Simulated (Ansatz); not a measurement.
# Geometry relaxation, with input and output: Ru (part 2 of 3)

Continued. System: Ru (slab, 6 atoms in the cell). Method: DFT, r2SCAN, PAW with Ansatz's default frozen-core files, scalar-relativistic, no spin polarisation (Ansatz 0.2.0); cutoff 500 eV, 12×8×1 k-mesh, Fermi–Dirac smearing of 0.08 eV. It belongs to a series of runs on one base structure; here: atoms relaxed, PAW files.

Geometry of the input (Å; fractional positions):
```
2.7034  0.0000  0.0000
0.0000  4.2641  0.0000
0.0000  0.0000  21.4628
Ru 0.7500  0.7500  0.3727
Ru 0.2500  0.2500  0.4091
Ru 0.2500  0.7500  0.4818
Ru 0.7500  0.2500  0.5182
Ru 0.7500  0.7500  0.5909
Ru 0.2500  0.2500  0.6273
```

**Log, continued**
```
SCF iter   1: F=—  HF=-35339.766563 eV  |F-HF|=—  |Δ(HF+E_count)|=         —  Δρ=7.41e-4  dr2=2.78e-3  dr2_τ=2.00e-2  ethr=2.38e-5  p=-0.000 e·Å  D=-6.60e-8 V/Å  ΔV_dip=0.00 eV  dr2_dipole=7.57e-13  V_vac-E_F(+/−)=4.81/4.81 eV  ⟨swp⟩=2.0  Hψ=3716  notcnv=0
efield: sawtooth ramp at fractional position 0.9500 (handed on by an earlier solve), width 0.1000; the density the first Hamiltonian is built on has a dipole p = -0.000 e·Å; the dipole correction subtracts the counter field D = -6.60e-8 V/Å, which shifts the + side's vacuum level by +0.00 eV against the − side's; the planar-averaged density in the ramp window peaks in size at 6.3e-6 e/Å³
preconditioner: auto → LDOS  [metal: Δε(μ)=0.023 eV  Ē_g=4.683 eV  σ=0.080 eV  W_gap=0.07  n_scr=42 (ndim 8)  ℏωp=16.4 eV  f_vac=0.604  D(μ)=7.80/eV (n_scr^D=48)  β→1.0]
SCF iter   2: F=—  HF=-35339.777052 eV  |F-HF|=—  |Δ(HF+E_count)|=   1.05e-2  Δρ=6.05e-4  dr2=7.36e-4  dr2_τ=4.59e-5  ethr=2.89e-6  p=-0.000 e·Å  D=-2.50e-7 V/Å  ΔV_dip=0.00 eV  dr2_dipole=1.23e-12  V_vac-E_F(+/−)=4.81/4.81 eV  ⟨swp⟩=2.4  Hψ=3995  notcnv=0
SCF iter   3: F=—  HF=-35339.776951 eV  |F-HF|=—  |Δ(HF+E_count)|=   1.01e-4  Δρ=1.26e-4  dr2=5.51e-5  dr2_τ=1.18e-5  ethr=7.67e-7  p=-0.000 e·Å  D=-1.78e-7 V/Å  ΔV_dip=0.00 eV  dr2_dipole=1.30e-12  V_vac-E_F(+/−)=4.81/4.81 eV  ⟨swp⟩=2.4  Hψ=3485  notcnv=0
SCF iter   4: F=—  HF=-35339.776955 eV  |F-HF|=—  |Δ(HF+E_count)|=   3.73e-6  Δρ=8.20e-5  dr2=2.19e-5  dr2_τ=1.65e-6  ethr=5.74e-8  p=-0.000 e·Å  D=-8.26e-8 V/Å  ΔV_dip=0.00 eV  dr2_dipole=7.05e-13  V_vac-E_F(+/−)=4.81/4.81 eV  ⟨swp⟩=3.0  Hψ=4327  notcnv=0
SCF iter   5: F=—  HF=-35339.776950 eV  |F-HF|=—  |Δ(HF+E_count)|=   4.45e-6  Δρ=1.68e-5  dr2=1.13e-6  dr2_τ=2.49e-8  ethr=2.28e-8  p=-0.000 e·Å  D=-9.12e-8 V/Å  ΔV_dip=0.00 eV  dr2_dipole=1.23e-13  V_vac-E_F(+/−)=4.81/4.81 eV  ⟨swp⟩=2.5  Hψ=3403  notcnv=0
SCF iter   6: F=-35339.776950 eV  HF=-35339.776950 eV  |F-HF|=5.74e-8  |Δ(HF+E_count)|=   3.31e-7  Δρ=6.11e-6  dr2=6.66e-8  dr2_τ=1.82e-8  ethr=2.55e-10  p=-0.000 e·Å  D=-3.61e-8 V/Å  ΔV_dip=0.00 eV  dr2_dipole=7.49e-14  V_vac-E_F(+/−)=4.81/4.81 eV  ⟨swp⟩=15.3  Hψ=18614  notcnv=0
SCF 4 converged in 6 iterations: F = -35339.776950 eV  dr2 = 6.66e-8
relax step   4: F+E_penalty+E_count = -35339.77695046 eV  Δ(F+E_penalty+E_count) = -3.194e-4 eV  max|allowed force component| = 3.001e-2 eV/Å  Δτ_max = 0.0081 Å  (6 SCF iters, dr2 threshold 2.45e-7 eV, accepted)
SCF iter   1: F=—  HF=-35339.776028 eV  |F-HF|=—  |Δ(HF+E_count)|=         —  Δρ=2.42e-4  dr2=2.83e-4  dr2_τ=2.00e-3  ethr=2.89e-6  p=-0.000 e·Å  D=-3.61e-8 V/Å  ΔV_dip=0.00 eV  dr2_dipole=3.70e-13  V_vac-E_F(+/−)=4.81/4.81 eV  ⟨swp⟩=2.0  Hψ=3318  notcnv=0
efield: sawtooth ramp at fractional position 0.9500 (handed on by an earlier solve), width 0.1000; the density the first Hamiltonian is built on has a dipole p = -0.000 e·Å; the dipole correction subtracts the counter field D = -3.61e-8 V/Å, which shifts the + side's vacuum level by +0.00 eV against the − side's; the planar-averaged density in the ramp window peaks in size at 5.8e-6 e/Å³
preconditioner: auto → LDOS  [metal: Δε(μ)=0.014 eV  Ē_g=4.687 eV  σ=0.080 eV  W_gap=0.04  n_scr=42 (ndim 8)  ℏωp=16.4 eV  f_vac=0.604  D(μ)=7.78/eV (n_scr^D=48)  β→1.0]
SCF iter   2: F=—  HF=-35339.777058 eV  |F-HF|=—  |Δ(HF+E_count)|=   1.03e-3  Δρ=1.99e-4  dr2=8.44e-5  dr2_τ=7.23e-6  ethr=2.95e-7  p=0.000 e·Å  D=3.03e-8 V/Å  ΔV_dip=-0.00 eV  dr2_dipole=1.58e-14  V_vac-E_F(+/−)=4.80/4.80 eV  ⟨swp⟩=2.3  Hψ=3991  notcnv=0
SCF iter   3: F=—  HF=-35339.777039 eV  |F-HF|=—  |Δ(HF+E_count)|=   1.89e-5  Δρ=4.40e-5  dr2=8.88e-6  dr2_τ=1.04e-6  ethr=8.79e-8  p=0.000 e·Å  D=1.65e-8 V/Å  ΔV_dip=-0.00 eV  dr2_dipole=3.62e-13  V_vac-E_F(+/−)=4.80/4.80 eV  ⟨swp⟩=2.1  Hψ=2995  notcnv=0
SCF iter   4: F=—  HF=-35339.777040 eV  |F-HF|=—  |Δ(HF+E_count)|=   1.26e-6  Δρ=3.07e-5  dr2=3.05e-6  dr2_τ=2.09e-7  ethr=9.25e-9  p=0.000 e·Å  D=8.52e-9 V/Å  ΔV_dip=-0.00 eV  dr2_dipole=9.51e-17  V_vac-E_F(+/−)=4.80/4.80 eV  ⟨swp⟩=3.7  Hψ=4629  notcnv=0
SCF iter   5: F=—  HF=-35339.777039 eV  |F-HF|=—  |Δ(HF+E_count)|=   6.11e-7  Δρ=6.21e-6  dr2=1.58e-7  dr2_τ=4.23e-9  ethr=3.18e-9  p=0.000 e·Å  D=1.97e-8 V/Å  ΔV_dip=-0.00 eV  dr2_dipole=1.58e-14  V_vac-E_F(+/−)=4.80/4.80 eV  ⟨swp⟩=2.2  Hψ=3053  notcnv=0
SCF iter   6: F=-35339.777040 eV  HF=-35339.777040 eV  |F-HF|=1.32e-8  |Δ(HF+E_count)|=   6.67e-8  Δρ=1.85e-6  dr2=5.28e-9  dr2_τ=2.55e-9  ethr=1.04e-10  p=0.000 e·Å  D=1.88e-9 V/Å  ΔV_dip=-0.00 eV  dr2_dipole=3.21e-14  V_vac-E_F(+/−)=4.80/4.80 eV  ⟨swp⟩=13.5  Hψ=17108  notcnv=0
SCF 5 converged in 6 iterations: F = -35339.777040 eV  dr2 = 5.28e-9
relax step   5: F+E_penalty+E_count = -35339.77703956 eV  Δ(F+E_penalty+E_count) = -8.910e-5 eV  max|allowed force component| = 5.887e-4 eV/Å  Δτ_max = 0.0026 Å  (6 SCF iters, accepted)
iter 1 solved again at ethr=5.55e-12 eV; its pass at ethr=3.10e-3 eV (dr2=5.32e-9 eV) is discarded
SCF iter   1: F=—  HF=-35339.777040 eV  |F-HF|=—  |Δ(HF+E_count)|=         —  Δρ=1.85e-6  dr2=5.28e-9  dr2_τ=2.55e-9  ethr=5.55e-12  p=0.000 e·Å  D=1.88e-9 V/Å  ΔV_dip=-0.00 eV  dr2_dipole=3.29e-14  V_vac-E_F(+/−)=4.80/4.80 eV  ⟨swp⟩=2.0  Hψ=7415  notcnv=0
efield: sawtooth ramp at fractional position 0.9500 (kept from the solve that this one continues, or follows in the run), width 0.1000; the density the first Hamiltonian is built on has a dipole p = 0.000 e·Å; the dipole correction subtracts the counter field D = 1.88e-9 V/Å, which shifts the + side's vacuum level by -0.00 eV against the − side's; the planar-averaged density in the ramp window peaks in size at 5.9e-6 e/Å³
preconditioner: auto → LDOS  [metal: Δε(μ)=0.014 eV  Ē_g=4.687 eV  σ=0.080 eV  W_gap=0.05  n_scr=42 (ndim 8)  ℏωp=16.4 eV  f_vac=0.604  D(μ)=7.79/eV (n_scr^D=48)  β→1.0]
SCF iter   2: F=-35339.777040 eV  HF=-35339.777040 eV  |F-HF|=2.76e-9  |Δ(HF+E_count)|=   1.35e-8  Δρ=1.18e-6  dr2=5.85e-9  dr2_τ=2.58e-10  ethr=5.50e-12  p=0.000 e·Å  D=1.37e-8 V/Å  ΔV_dip=-0.00 eV  dr2_dipole=4.53e-15  V_vac-E_F(+/−)=4.80/4.80 eV  ⟨swp⟩=10.6  Hψ=14543  notcnv=0
SCF 6 converged in 2 iterations: F = -35339.777040 eV  dr2 = 5.85e-9
```

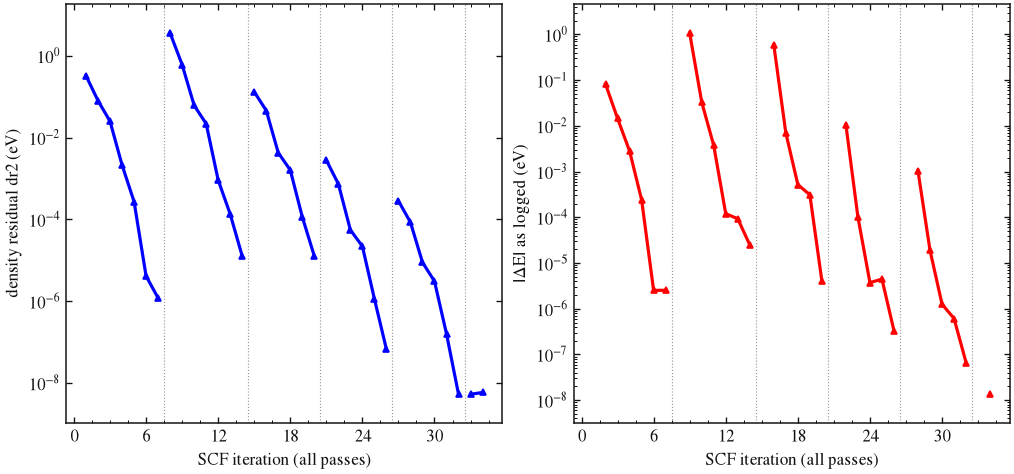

Figure 1. Convergence of the self-consistent field: density residual dr2 and size of the energy change against the SCF iteration. Dotted lines part the SCF passes that the log prints in full.

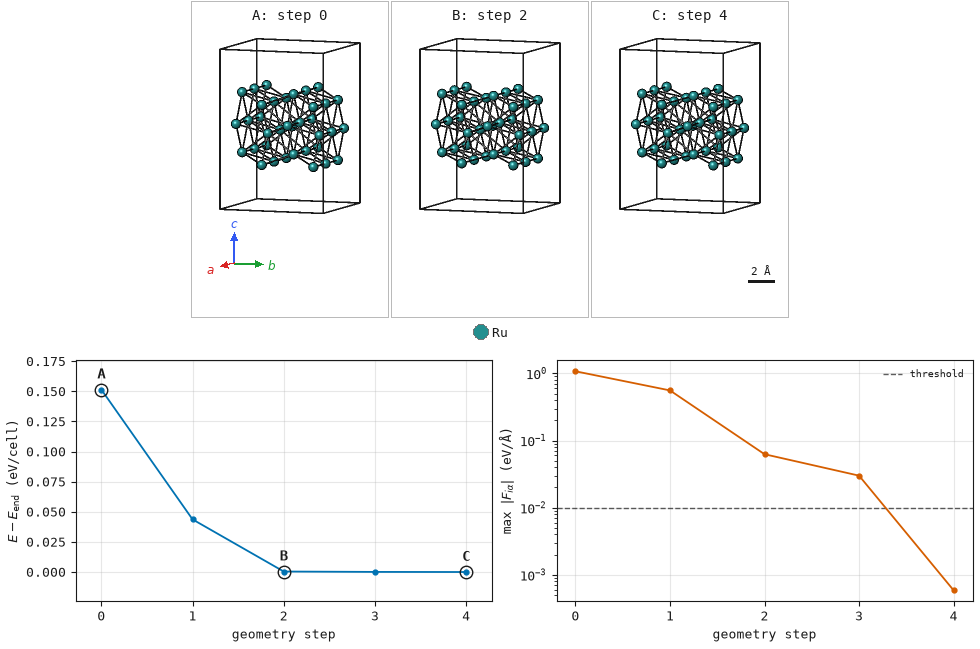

Figure 2. Frames of the relaxation (ball-and-stick view of the 3 × 2 repeat of the cell, with the vacuum cut short, seen slightly off an axis) above the curves, on which the letters mark them (the first geometry is step 0 here and step 1 in the log).

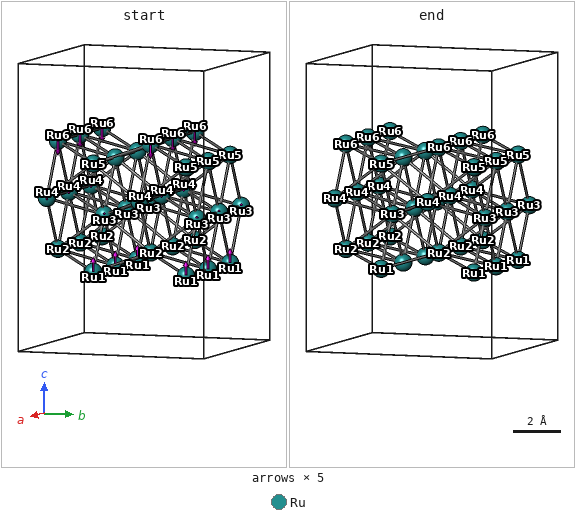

Figure 3. Before (left) and after (right) the relaxation, at one scale (ball-and-stick view of the 3 × 2 repeat of the cell, with the vacuum cut short, seen slightly off an axis). The pink arrows give the displacements, magnified 5 times. The largest moves, 0.13 Å, are those of Ru1 and Ru6. The cell stays as it was. Among the contacts that change: Ru1–Ru3 2.703 → 2.610 Å, Ru1–Ru2 2.642 → 2.605 Å, Ru2–Ru3 2.642 → 2.660 Å, Ru2–Ru4 2.703 → 2.688 Å. After 4 geometry steps the energy has fallen by 0.152 eV per cell of the calculation. Largest force component: 1.1 eV/Å at the start, 0.00059 eV/Å at the end. (Atoms are counted from 1 in the order of the input.)

```
WARN: The output density's exchange-correlation potential varies sharply where the density is thin. Do not read a vacuum level from v_tot or v_xc, or from such a field of the output density. On a cell that repeats whose density bears no net charge and no dipole along the vacuum's axis use v_es (v_loc + v_h of the components); under efield.dipole_correction with no amplitude use v_es + v_field, which holds any external_charges[].barrier, or the levels of the report's work_function block, which leave it out; under a non-zero efield.amplitude the vacuum is tilted and has no level; on a cell that repeats and bears such a dipole with no correction it is tilted too, and efield.dipole_correction with no amplitude gives each side of its ramp a level where efield: is served; in a cell that repeats whose density bears a net charge (total_charge, or a fill off its count) it is curved and has none; of a slab under crystal.periodic whose density bears no net charge use v_es, which has a level on each side, short of where the two are joined; of another it falls or rises all the way out and has none; of a slab beside external_charges read slab_vacuum_level instead, which it has where they leave it neutral. The grid or the basis barely resolves most such structure, and the values can differ between equally converged runs; as a rule a tighter scf.convergence.dr2_threshold does not remove it. Where the density itself ripples (under the LDA too) a higher basis.ecutwfc lessens it. The files hold the spikes' plane waves up to the density's cutoff. Files: v_tot_of_output_density and the like, and their columns of v_z.tsv (output.write_potential); v_xc_of_output_density and the like, and their columns of v_comp_z.tsv (output.write_potential_components). Measured: with its Gaussian average of σ = 0.25 Å subtracted twice, the exchange-correlation potential is over 0.1 eV at 1048 of the grid points where the equally averaged density (valence and model cores) is under 1e-3 e/Å³, and 0.519 eV at the most among them, at an averaged density of 7.5e-9 e/Å³. The input density's (outcome.potential() and, of a run that writes arrays, v_tot and v_xc) is over 0.1 eV, so measured, at 240 points of its own thin density, 0.367 eV at the most. See output.write_potential in the manual, Limitations
SCF converged after 2 iterations
Free energy (F): -35339.777040 eV
Harris-Foulkes:  -35339.777040 eV  (|F-HF|=2.76e-9)
Internal energy: -35339.615501 eV  (E = F + TS)
E sigma→0 (E₀):  -35339.696270 eV
Entropy (-TS):   -0.161539 eV (-26.923 meV/atom)
Fermi energy:    4.533771 eV
Dipole field:    D = 0.000000 V/Å  (p = 0.000000 e·Å, saw-weighted, corrected)
Work function:   Φ+ = 4.8042 eV   Φ− = 4.8042 eV
Levels:          The Fermi level and band energies are counted from a zero that moves with the ramp; work functions are not
--- Per-component energies (eV) ---
  E_band       = -2208.031917
  E_kinetic    = 3083.497528
  E_local      = -130445.973619  (includes V_loc(G=0)·N_el)
  E_nonlocal   = 2062.930693
  E_hartree    = 62973.629529
  E_xc         = -1100.348305
  E_vxc        = -1594.347622  (∫ρ·V_xc dr)
  E_paw        = -20875.656920  (= ΣΔE_a)
  E_vpaw       = -1374.097177  (= ΣTr[D̂ρ^β])
  E_aug_tail   = 0.000535  (compensation charges beyond the density's cutoff)
  E_vtau       = 112.706452  (kinetic-family band-sum trace: ∫τ·v_τ [+ j·A + Jᵃ·Aᵃ] dr)
  E_efield     = 0.000000  (sawtooth field / dipole correction)
  E_vefield    = 0.000000  (∫n·V_field dr)
  E_ewald      = 48964.170792
  E_core_change = -1.865734  (= ΣΔE_core)
  E_smearing   = -0.161539  (= −TS)
  E_closure    = 0.000000  (closes the sum)
  Σ components = -35339.777040   (vs F -35339.777040, Δ=0.00e0)
--- Forces (eV/Å), atoms counted from 1 ---
  atom   1  Ru     0.00000000    -0.00000000    -0.00047365
  atom   2  Ru     0.00000000    -0.00000000    -0.00038885
  atom   3  Ru    -0.00000000     0.00000000     0.00066473
  atom   4  Ru     0.00000000    -0.00000000    -0.00066390
  atom   5  Ru    -0.00000000    -0.00000000     0.00038843
  atom   6  Ru    -0.00000000     0.00000000     0.00047297
  max |Σ_I F_I| component: 2.64e-7 eV/Å
--- Stress (GPa, compression-positive) ---
       -2.739745       0.000000       0.000000
        0.000000      -1.668832       0.000000
        0.000000       0.000000       0.002173
  P = ⅓ Tr σ = -1.4688 GPa (-14.688 kbar)
--- Band table (eV; the first three rows and the last of 35) ---
  k-point 0: bands = ["-70.9274", "-70.7520", "-70.5146", "-70.5008", "-70.2210", "-70.2184", "-40.5977", "-40.3071", "-40.1937", "-40.1567", "-40.0586", "-39.9224", "-39.6587", "-39.6425", "-39.5769", "-39.5545", "-39.4589", "-39.4358", "-39.3475", "-39.3295", "-39.1176", "-39.1148", "-39.1064", "-39.0965", "-3.1477", "-1.8634", "-1.6379", "-1.3534", "-1.2882", "-0.9689", "-0.7702", "0.8482", "1.3386", "1.3795", "1.5634", "2.0822", "2.1102", "2.2932", "2.3246", "2.6461", "2.7078", "2.7438", "2.8356", "3.0972", "3.1068", "3.5301", "3.6372", "3.7566", "3.9322", "4.0069", "4.5565", "4.6383", "5.8531", "5.8868", "6.0876", "6.7636", "6.7896", "6.7931"]
```
